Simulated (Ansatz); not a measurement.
**Geometry relaxation, with input and output: Al2O3**

- system: Al2O3 (10 atoms in the cell)
- method: DFT PBE, scalar-relativistic, plane waves, PAW, no spin polarisation (Ansatz 0.2.0)

The structure derives from a Materials Project entry.

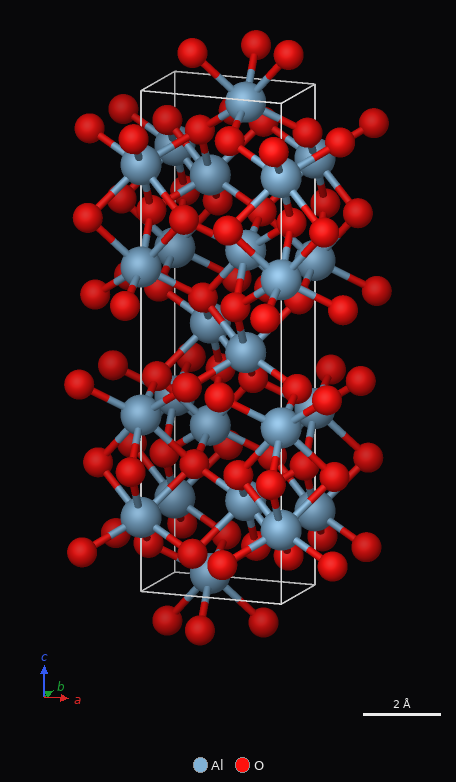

Fig. 1: The input geometry (ball-and-stick view of the cell 3 times as large as that of the calculation, set on its symmetry axes, seen slightly off an axis; bonded neighbours outside the cell are drawn too). Near neighbours in the crystal (not all of them lie inside the picture): Al has 6 O at 1.87 to 1.99 Å; O has 4 Al at 1.87 to 1.99 Å.

Input file:
```yaml
crystal:
  lattice:
    - [2.4025136104, 1.3870918797, 4.3720844159]
    - [-2.4025136104, 1.3870918797, 4.3720844159]
    - [0.0, -2.7741837594, 4.3720844159]
  atoms:
    - { symbol: Al, position: [0.147904, 0.147904, 0.147904] }
    - { symbol: Al, position: [0.352096, 0.352096, 0.352096] }
    - { symbol: Al, position: [0.647904, 0.647904, 0.647904] }
    - { symbol: Al, position: [0.852096, 0.852096, 0.852096] }
    - { symbol: O, position: [0.9438545, 0.5561455, 0.25] }
    - { symbol: O, position: [0.4438545, 0.75, 0.0561455] }
    - { symbol: O, position: [0.5561455, 0.25, 0.9438545] }
    - { symbol: O, position: [0.25, 0.9438545, 0.5561455] }
    - { symbol: O, position: [0.75, 0.0561455, 0.4438545] }
    - { symbol: O, position: [0.0561455, 0.4438545, 0.75] }
basis:
  ecutwfc: 420
kpoints:
  mp_grid: { grid: [6, 6, 6] }
hamiltonian:
  xc: pbe
scf:
  occupations: { method: gaussian, width: 0.02 }
output:
  forces: true
  stress: true
  eigenvalues: true
relax:
  adjacent_minimum: "off"
  f_tol: 0.005
  max_steps: 80
  cell: { stress_tol: 0.05 }
```

Launched with:
```bash
ansatz run input.yaml --threads 8 --pin off --max-ram 16384MiB --backend cpu --events-out ev --progress --plain --runs-dir out
```

Log:
```
Engine: ansatz 0.2.0, aarch64-unknown-linux-gnu
Pseudopotentials: kind: paw
Pseudopotential: Al, paw, valence charge 3, recommended cutoff 420 eV (normal), Al.paw.azcp
Pseudopotential: O, paw, valence charge 6, recommended cutoff 420 eV (normal), O.paw.azcp
Functional definition: PBE
  parameter kappa = 0.804
  parameter beta = 0.06672455060314922
  exchange = pbe_x(kappa = kappa, mu = beta*pi^2/3)
  correlation = pbe_c(beta = beta)
Crystal: 10 atoms, lattice volume = 87.420 Å³
Basis set: ecut = 420 eV, 1707 PW (Γ), exchange–correlation on 72×72×72 points (8 copies of the dense FFT grid, shifted against one another)
Bands: 34, of which v1, the nominal top of the filled ones, is band 24 counted from 1 (23 counted from 0)
Symmetry: 12 space group operations
Space group: R-3c (ITA 167), of the structure as read, at distance tolerance 4.4e-5 Å
k-points: 32 of 216
Non-local potential: Al, projectors of the file, l = 0: 2, l = 1: 2, l = 2: 1
Non-local potential: O, projectors of the file, l = 0: 2, l = 1: 2, l = 2: 1
PAW form: soft (Blöchl's): semilocal exchange-correlation on the pseudo side does not see the compensation charge
PAW one-centre angular grid: Al, 110 points (default); XC on 64 Gauss nodes
PAW one-centre angular grid: O, 110 points (default); XC on 64 Gauss nodes
Initial density: superposition of atomic densities (neutral atoms: chi_scale 0, normalization atom), corrected by the library's trained network
Initial wavefunctions: pseudopotential atomic-orbital guess
Functional: x = pbe(κ = 0.804, μ = 0.2195149727645171), c = pbe(β = 0.06672455060314922)
SCF iter   1: F=—  HF=-5569.606443 eV  |F-HF|=—  |Δ(HF+E_count)|=         —  Δρ=1.68e-3  dr2=1.28e-3  ethr=1.77e-3  ⟨swp⟩=7.7  Hψ=5764  notcnv=0  defer=2
preconditioner: auto → Resta (q_TF=auto, 2.469 Å⁻¹)  ε∞=3.5  [insulator: Δε(μ)=5.871 eV  Ē_g=17.253 eV  σ=0.020 eV  W_gap=1.00  n_scr=20 (ndim 8)  ℏωp=27.5 eV  f_vac=0.000  D(μ)=0.00/eV (n_scr^D=0)  ε∞_Penn≈3.5]
SCF iter   2: F=—  HF=-5569.607915 eV  |F-HF|=—  |Δ(HF+E_count)|=   1.47e-3  Δρ=8.68e-4  dr2=2.90e-4  ethr=2.66e-6  ⟨swp⟩=2.2  Hψ=2305  notcnv=0  defer=121
SCF iter   3: F=—  HF=-5569.608515 eV  |F-HF|=—  |Δ(HF+E_count)|=   6.01e-4  Δρ=2.32e-4  dr2=2.83e-5  ethr=6.05e-7  ⟨swp⟩=2.0  Hψ=1691  notcnv=0  defer=121
SCF iter   4: F=—  HF=-5569.608583 eV  |F-HF|=—  |Δ(HF+E_count)|=   6.79e-5  Δρ=5.12e-5  dr2=1.23e-6  ethr=5.90e-8  ⟨swp⟩=2.0  Hψ=1530  notcnv=0  defer=121
iter 5 did not close the SCF: its close was put off for the readings that it lacked (scf_convergence_deferred on its scf_iter line)
SCF iter   5: F=-5569.608584 eV  HF=-5569.608584 eV  |F-HF|=2.95e-8  |Δ(HF+E_count)|=   1.16e-6  Δρ=1.21e-5  dr2=6.14e-8  ethr=2.56e-9  ⟨swp⟩=2.0  Hψ=1715  notcnv=0  defer=121
SCF iter   6: F=-5569.608584 eV  HF=-5569.608584 eV  |F-HF|=1.59e-9  |Δ(HF+E_count)|=   7.99e-9  Δρ=2.52e-6  dr2=3.09e-9  ethr=1.28e-10  ⟨swp⟩=8.1  Hψ=4898  notcnv=0
SCF 1 converged in 6 iterations: F = -5569.608584 eV  dr2 = 3.09e-9
  greatest PAW one-centre occupation: 0.858 electrons in one spin orbital (limit 2), on the O atom at site 6 (counted from 0), in its partial waves of l = 0
relax step   1: F+E_penalty+E_count = -5569.60858448 eV  Δ(F+E_penalty+E_count) = +0.000e0 eV  max|allowed force component| = 8.953e-3 eV/Å  Δτ_max = 0.0000 Å  P = +0.504 GPa  Ω = 87.420 Å³  (6 SCF iters, dr2 threshold 1.00e-7 eV, accepted)
Crystal: 10 atoms, lattice volume = 87.500 Å³
Initial density: handed on by an earlier stage of this run
Initial wavefunctions: those handed on with the density
iter 1 solved again at ethr=6.22e-8 eV; its pass at ethr=3.10e-3 eV (dr2=2.98e-5 eV) is discarded
SCF iter   1: F=—  HF=-5569.608334 eV  |F-HF|=—  |Δ(HF+E_count)|=         —  Δρ=1.97e-4  dr2=2.88e-5  ethr=6.22e-8  ⟨swp⟩=3.0  Hψ=4599  notcnv=0
preconditioner: auto → Resta (q_TF=auto, 2.468 Å⁻¹)  ε∞=3.5  [insulator: Δε(μ)=5.865 eV  Ē_g=17.248 eV  σ=0.020 eV  W_gap=1.00  n_scr=20 (ndim 8)  ℏωp=27.5 eV  f_vac=0.000  D(μ)=0.00/eV (n_scr^D=0)  ε∞_Penn≈3.5]
SCF iter   2: F=—  HF=-5569.608359 eV  |F-HF|=—  |Δ(HF+E_count)|=   2.48e-5  Δρ=4.83e-5  dr2=1.49e-6  ethr=6.00e-8  ⟨swp⟩=2.0  Hψ=1656  notcnv=0
SCF iter   3: F=-5569.608359 eV  HF=-5569.608359 eV  |F-HF|=4.07e-8  |Δ(HF+E_count)|=   2.94e-7  Δρ=2.47e-5  dr2=4.61e-7  ethr=1.47e-9  ⟨swp⟩=6.1  Hψ=4449  notcnv=0
SCF 2 converged in 3 iterations: F = -5569.608359 eV  dr2 = 4.61e-7
  greatest PAW one-centre occupation: 0.858 electrons in one spin orbital (limit 2), on the O atom at site 8 (counted from 0), in its partial waves of l = 0
relax step   2: F+E_penalty+E_count = -5569.60835890 eV  Δ(F+E_penalty+E_count) = +2.256e-4 eV  max|allowed force component| = 9.042e-3 eV/Å  Δτ_max = 0.0001 Å  P = +0.279 GPa  Ω = 87.500 Å³  energy of the carried Pulay correction = -4.303e-4 eV  (3 SCF iters, dr2 threshold 7.05e-7 eV, accepted)
Crystal: 10 atoms, lattice volume = 87.607 Å³
iter 1 solved again at ethr=1.13e-7 eV; its pass at ethr=3.10e-3 eV (dr2=5.43e-5 eV) is discarded
SCF iter   1: F=—  HF=-5569.607866 eV  |F-HF|=—  |Δ(HF+E_count)|=         —  Δρ=2.55e-4  dr2=5.25e-5  ethr=1.13e-7  ⟨swp⟩=2.2  Hψ=4128  notcnv=0
preconditioner: auto → Resta (q_TF=auto, 2.468 Å⁻¹)  ε∞=3.5  [insulator: Δε(μ)=5.850 eV  Ē_g=17.233 eV  σ=0.020 eV  W_gap=1.00  n_scr=20 (ndim 8)  ℏωp=27.5 eV  f_vac=0.000  D(μ)=0.00/eV (n_scr^D=0)  ε∞_Penn≈3.5]
SCF iter   2: F=—  HF=-5569.607884 eV  |F-HF|=—  |Δ(HF+E_count)|=   1.78e-5  Δρ=7.48e-5  dr2=3.91e-6  ethr=1.09e-7  ⟨swp⟩=2.0  Hψ=1653  notcnv=0
SCF iter   3: F=—  HF=-5569.607884 eV  |F-HF|=—  |Δ(HF+E_count)|=   4.46e-7  Δρ=3.77e-5  dr2=1.18e-6  ethr=8.14e-9  ⟨swp⟩=1.0  Hψ=1088  notcnv=0
SCF iter   4: F=-5569.607884 eV  HF=-5569.607884 eV  |F-HF|=2.45e-8  |Δ(HF+E_count)|=   1.54e-7  Δρ=5.57e-6  dr2=2.78e-8  ethr=4.44e-10  ⟨swp⟩=3.1  Hψ=4316  notcnv=0
SCF 3 converged in 4 iterations: F = -5569.607884 eV  dr2 = 2.78e-8
  greatest PAW one-centre occupation: 0.858 electrons in one spin orbital (limit 2), on the O atom at site 9 (counted from 0), in its partial waves of l = 0
relax step   3: F+E_penalty+E_count = -5569.60788382 eV  Δ(F+E_penalty+E_count) = +4.751e-4 eV  max|allowed force component| = 4.226e-3 eV/Å  Δτ_max = 0.0003 Å  P = -0.014 GPa  Ω = 87.607 Å³  energy of the carried Pulay correction = -9.999e-4 eV  (4 SCF iters, dr2 threshold 2.13e-7 eV, accepted)
Initial wavefunctions: pseudopotential atomic-orbital guess (no wavefunctions were taken with the density)
iter 1 solved again at ethr=2.34e-8 eV; its pass at ethr=3.10e-3 eV (dr2=1.12e-5 eV) is discarded
SCF iter   1: F=—  HF=-5569.608786 eV  |F-HF|=—  |Δ(HF+E_count)|=         —  Δρ=8.90e-5  dr2=2.12e-7  ethr=2.34e-8  ⟨swp⟩=3.6  Hψ=9111  notcnv=0
preconditioner: auto → Resta (q_TF=auto, 2.468 Å⁻¹)  ε∞=3.5  [insulator: Δε(μ)=5.852 eV  Ē_g=17.234 eV  σ=0.020 eV  W_gap=1.00  n_scr=20 (ndim 8)  ℏωp=27.5 eV  f_vac=0.000  D(μ)=0.00/eV (n_scr^D=0)  ε∞_Penn≈3.5]
SCF iter   2: F=—  HF=-5569.608858 eV  |F-HF|=—  |Δ(HF+E_count)|=   7.21e-5  Δρ=4.49e-5  dr2=6.12e-8  ethr=4.41e-10  ⟨swp⟩=2.9  Hψ=1955  notcnv=0
SCF iter   3: F=—  HF=-5569.608871 eV  |F-HF|=—  |Δ(HF+E_count)|=   1.31e-5  Δρ=4.25e-6  dr2=5.14e-9  ethr=1.28e-10  ⟨swp⟩=2.4  Hψ=1757  notcnv=0
SCF iter   4: F=—  HF=-5569.608871 eV  |F-HF|=—  |Δ(HF+E_count)|=   5.39e-8  Δρ=1.10e-6  dr2=6.02e-10  ethr=1.07e-11  ⟨swp⟩=2.0  Hψ=1661  notcnv=0
SCF iter   5: F=-5569.608871 eV  HF=-5569.608871 eV  |F-HF|=5.09e-11  |Δ(HF+E_count)|=   5.37e-9  Δρ=1.59e-7  dr2=2.01e-11  ethr=1.00e-12  ⟨swp⟩=4.8  Hψ=3873  notcnv=0
SCF 4 converged in 5 iterations: F = -5569.608871 eV  dr2 = 2.01e-11
relax step   4: F+E_penalty+E_count = -5569.60887129 eV  Δ(F+E_penalty+E_count) = -9.875e-4 eV  max|allowed force component| = 4.175e-3 eV/Å  Δτ_max = 0.0000 Å  P = +0.008 GPa  Ω = 87.607 Å³  stress off target by 1.59e-2 GPa  SCF on the basis re-selected at this cell (its energy is not comparable with the rows above)  (5 SCF iters)
```

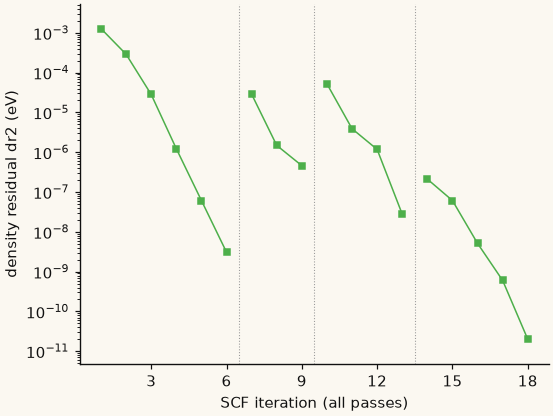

Fig. 2: Convergence of the self-consistent field: density residual dr2 against the SCF iteration. The dotted lines part the SCF passes of the relaxation: geometry steps, rejected trials and re-solves on a re-selected basis. The passes take 6, 3, 4 and 5 iterations.

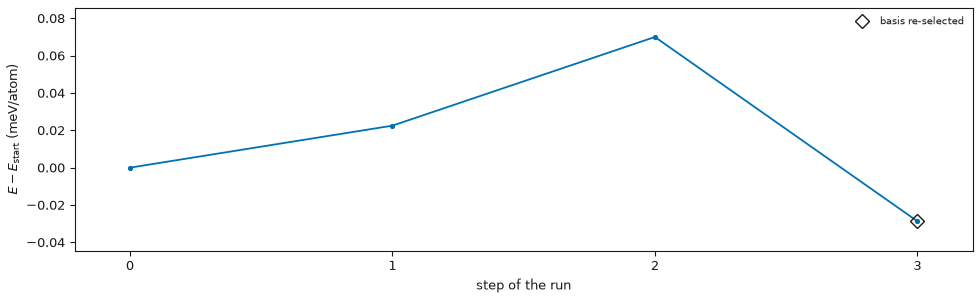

Fig. 3: Progress of the relaxation, step by step (the first geometry is step 0 here and step 1 in the log). No atom moves by more than 0.005 Å relative to the cell. Over 2 geometry steps the energy rises by 0.1 meV per atom. Largest force component: 0.009 eV/Å at the start, 0.0042 eV/Å at the end. Pressure: 0.50 GPa at the start and 0.01 GPa at the end. A last SCF at the same geometry on a re-selected plane-wave basis shifts the energy by −0.1 meV per atom.

```
basis re-selected at this cell: Δ(F+E_penalty+E_count) = -9.875e-4 eV, ΔP = +0.021 GPa vs the last step (what re-selecting the basis moved, of the pressure what is left beyond the Pulay correction that the steps carried, after the strain that the cell walked since its last selection, with what the two solves' SCF thresholds leave and, on support functions, any second-order correction that the steps lacked; it is no measure of the basis error at this ecutwfc). This SCF's stress stands 1.59e-2 GPa from its target on what of the cell is left free (relax.cell.stress_tol is 5.00e-2 GPa) and its largest allowed force component is 4.18e-3 eV/Å (relax.f_tol is 5.00e-3 eV/Å): within both
SCF converged after 5 iterations
Free energy (F): -5569.608871 eV
Harris-Foulkes:  -5569.608871 eV  (|F-HF|=5.09e-11)
Internal energy: -5569.608871 eV  (E = F + TS)
E sigma→0 (E₀):  -5569.608871 eV
Fermi energy:    10.284011 eV
--- Per-component energies (eV) ---
  E_band       = 52.925757
  E_kinetic    = 1178.337398
  E_local      = -2008.527975  (includes V_loc(G=0)·N_el)
  E_nonlocal   = 323.390013
  E_hartree    = 743.836692
  E_xc         = -612.292500
  E_vxc        = -695.390373  (∫ρ·V_xc dr)
  E_paw        = -2820.979791  (= ΣΔE_a)
  E_vpaw       = -232.571811  (= ΣTr[D̂ρ^β])
  E_aug_tail   = 0.015143  (compensation charges beyond the density's cutoff)
  E_ewald      = -2373.387851
  E_smearing   = -0.000000  (= −TS)
  E_closure    = -0.000000  (closes the sum)
  Σ components = -5569.608871   (vs F -5569.608871, Δ=0.00e0)
--- Forces (eV/Å), atoms counted from 1 ---
  atom   1  Al     0.00000000    -0.00000000    -0.00417523
  atom   2  Al     0.00000000     0.00000000     0.00417523
  atom   3  Al     0.00000000    -0.00000000    -0.00417523
  atom   4  Al    -0.00000000     0.00000000     0.00417523
  atom   5  O     -0.00206381    -0.00000000    -0.00000000
  atom   6  O     -0.00103191    -0.00178731     0.00000000
  atom   7  O      0.00103191     0.00178731    -0.00000000
  atom   8  O      0.00103191    -0.00178731     0.00000000
  atom   9  O     -0.00103191     0.00178731    -0.00000000
  atom  10  O      0.00206381     0.00000000     0.00000000
  max |Σ_I F_I| component: 2.60e-18 eV/Å
--- Stress (GPa, compression-positive) ---
        0.015946       0.000000      -0.000000
        0.000000       0.015946       0.000000
       -0.000000       0.000000      -0.008667
  P = ⅓ Tr σ = 0.0077 GPa (0.077 kbar)
--- Band table (eV; the first three rows and the last of 32) ---
  k-point 0: bands = ["-11.6328", "-9.4213", "-9.1591", "-9.1591", "-8.8576", "-8.8576", "0.6267", "1.5883", "1.9868", "1.9868", "3.0744", "3.2038", "3.2038", "4.1855", "4.4734", "5.9877", "5.9877", "6.1262", "6.1262", "6.8992", "6.8992", "7.3286", "7.3286", "7.3582", "13.2098", "16.2826", "17.7506", "18.6435", "18.6435", "18.7974", "19.5274", "19.5274", "19.6203", "20.5189"]
  k-point 1: bands = ["-11.4956", "-9.4903", "-9.2347", "-9.1848", "-8.9218", "-8.8674", "0.7751", "1.3612", "1.8040", "2.5518", "2.5805", "3.1417", "4.0392", "4.7122", "4.7531", "5.5178", "5.8847", "6.0212", "6.1885", "6.5211", "6.7154", "7.0333", "7.2922", "7.3158", "13.8453", "16.7762", "17.3542", "18.3195", "18.3413", "18.6517", "19.6315", "19.7577", "20.0614", "20.0742"]
  k-point 2: bands = ["-11.1063", "-9.9228", "-9.2102", "-9.1832", "-9.0577", "-8.9282", "0.9629", "1.4105", "1.6310", "2.4465", "3.2055", "3.6548", "4.4097", "5.0374", "5.1487", "5.2535", "5.5720", "5.7029", "5.9660", "6.0419", "6.5574", "6.8431", "7.1533", "7.1909", "15.1620", "16.8819", "17.2574", "17.5572", "18.0601", "18.6034", "19.4274", "19.5905", "20.0532", "20.6176"]
  k-point 31: bands = ["-10.6809", "-10.6809", "-9.0259", "-9.0259", "-9.0259", "-9.0259", "1.9033", "1.9033", "3.0676", "3.0676", "3.0676", "3.0676", "3.3622", "3.3622", "5.1869", "5.1869", "5.4419", "5.4419", "5.4419", "5.4419", "7.0078", "7.0078", "7.0078", "7.0078", "15.7164", "15.7164", "18.2307", "18.2307", "19.4514", "19.4514", "19.8425", "19.8425", "19.8425", "19.8425"]
--- Relaxed structure (3 steps of the walk, 3 accepted, 1 SCFs on fresh bases) ---
  F+E_penalty+E_count = -5569.60887129 eV   max|allowed force component| = 4.175e-3 eV/Å   (the final SCF, on the basis selected at the relaxed cell)
  cell:  # Å, volume = 87.6066 Å³
    - [2.4042988063366764, 1.388122563050776, 4.3749117470029395]
    - [-2.4042988063366764, 1.388122563050776, 4.3749117470029395]
    - [1.1322524576293183e-36, -2.7762451261015517, 4.3749117470029395]
  atoms:
    - { symbol: Al, position: [0.14787489350290542, 0.14787489350290542, 0.14787489350290545] }
    - { symbol: Al, position: [0.35212510649709455, 0.35212510649709455, 0.3521251064970946] }
    - { symbol: Al, position: [0.6478748935029054, 0.6478748935029054, 0.6478748935029055] }
    - { symbol: Al, position: [0.8521251064970944, 0.8521251064970944, 0.8521251064970945] }
    - { symbol: O, position: [0.9438371958130714, 0.5561628041869284, 0.25] }
    - { symbol: O, position: [0.4438371958130713, 0.7499999999999998, 0.05616280418692865] }
    - { symbol: O, position: [0.5561628041869285, 0.25000000000000006, 0.9438371958130714] }
    - { symbol: O, position: [0.25000000000000006, 0.9438371958130714, 0.5561628041869285] }
    - { symbol: O, position: [0.7499999999999998, 0.056162804186928594, 0.44383719581307135] }
    - { symbol: O, position: [0.056162804186928594, 0.44383719581307135, 0.7499999999999998] }
```

Trajectory as extended XYZ (Å, eV, eV/Å), 4 frames, from step=1 to step=4:
```
10
Lattice="2.4025 1.3871 4.3721 -2.4025 1.3871 4.3721 0.0000 -2.7742 4.3721" Properties=species:S:1:pos:R:3:forces:R:3 step=1 energy=-5569.60858 pressure_GPa=0.50
Al    0.0000    0.0000    1.9399    0.0000   0.0000  -0.0090
Al    0.0000    0.0000    4.6182    0.0000   0.0000   0.0090
Al    0.0000    0.0000    8.4981    0.0000   0.0000  -0.0090
Al    0.0000    0.0000   11.1763    0.0000   0.0000   0.0090
O     0.9315    1.3871    7.6511   -0.0069   0.0000   0.0000
O    -0.7355    1.5002    5.4651   -0.0035  -0.0060   0.0000
O     0.7355   -1.5002    7.6511    0.0035   0.0060   0.0000
O    -1.6670    0.1131    7.6511    0.0035  -0.0060   0.0000
O     1.6670   -0.1131    5.4651   -0.0035   0.0060   0.0000
O    -0.9315   -1.3871    5.4651    0.0069   0.0000   0.0000
10
Lattice="2.4034 1.3876 4.3728 -2.4034 1.3876 4.3728 0.0000 -2.7752 4.3728" Properties=species:S:1:pos:R:3:forces:R:3 step=2 energy=-5569.60836 pressure_GPa=0.28
Al    0.0000    0.0000    1.9402    0.0000   0.0000  -0.0090
Al    0.0000    0.0000    4.6190    0.0000   0.0000   0.0090
Al    0.0000    0.0000    8.4993    0.0000   0.0000  -0.0090
Al    0.0000    0.0000   11.1782    0.0000   0.0000   0.0090
O     0.9317    1.3876    7.6524   -0.0030   0.0000   0.0000
O    -0.7359    1.5007    5.4660   -0.0015  -0.0026   0.0000
O     0.7359   -1.5007    7.6524    0.0015   0.0026   0.0000
O    -1.6676    0.1131    7.6524    0.0015  -0.0026   0.0000
O     1.6676   -0.1131    5.4660   -0.0015   0.0026   0.0000
O    -0.9317   -1.3876    5.4660    0.0030   0.0000   0.0000
10
Lattice="2.4043 1.3881 4.3749 -2.4043 1.3881 4.3749 0.0000 -2.7762 4.3749" Properties=species:S:1:pos:R:3:forces:R:3 step=3 energy=-5569.60788 pressure_GPa=-0.01
Al    0.0000    0.0000    1.9408    0.0000   0.0000  -0.0042
Al    0.0000    0.0000    4.6215    0.0000   0.0000   0.0042
Al    0.0000    0.0000    8.5032    0.0000   0.0000  -0.0042
Al    0.0000    0.0000   11.1839    0.0000   0.0000   0.0042
O     0.9321    1.3881    7.6561   -0.0021   0.0000   0.0000
O    -0.7361    1.5013    5.4686   -0.0010  -0.0018   0.0000
O     0.7361   -1.5013    7.6561    0.0010   0.0018   0.0000
O    -1.6682    0.1131    7.6561    0.0010  -0.0018   0.0000
O     1.6682   -0.1131    5.4686   -0.0010   0.0018   0.0000
O    -0.9321   -1.3881    5.4686    0.0021   0.0000   0.0000
10
Lattice="2.4043 1.3881 4.3749 -2.4043 1.3881 4.3749 0.0000 -2.7762 4.3749" Properties=species:S:1:pos:R:3:forces:R:3 step=4 energy=-5569.60887 pressure_GPa=0.01
Al    0.0000    0.0000    1.9408    0.0000   0.0000  -0.0042
Al    0.0000    0.0000    4.6215    0.0000   0.0000   0.0042
Al    0.0000    0.0000    8.5032    0.0000   0.0000  -0.0042
Al    0.0000    0.0000   11.1839    0.0000   0.0000   0.0042
O     0.9321    1.3881    7.6561   -0.0021   0.0000   0.0000
O    -0.7361    1.5013    5.4686   -0.0010  -0.0018   0.0000
O     0.7361   -1.5013    7.6561    0.0010   0.0018   0.0000
O    -1.6682    0.1131    7.6561    0.0010  -0.0018   0.0000
O     1.6682   -0.1131    5.4686   -0.0010   0.0018   0.0000
O    -0.9321   -1.3881    5.4686    0.0021   0.0000   0.0000
```

Results in brief:

| quantity | value |
| --- | --- |
| outcome | converged |
| space group (tolerance 0.01 Å) | R-3c (167) |
| electrons treated | 48 |
| free energy | −5569.6089 eV |
| Fermi energy | 10.284 eV |
| gap on the k-point mesh | 5.85 eV |
| pressure | 0.01 GPa |
| final volume | 87.61 Å³ |
| largest force (length of the vector) at the end | 0.004 eV/Å |
| final cell | a = 5.181 Å, b = 5.181 Å, c = 5.181 Å, α = 55.29°, β = 55.29°, γ = 55.29° |
| hardware | 8 threads of Arm Neoverse V1, 24 GiB of memory available, shared host |
| wall time | 3.8 s (CPU time 25 s) |
| peak memory | 0.51 GiB |
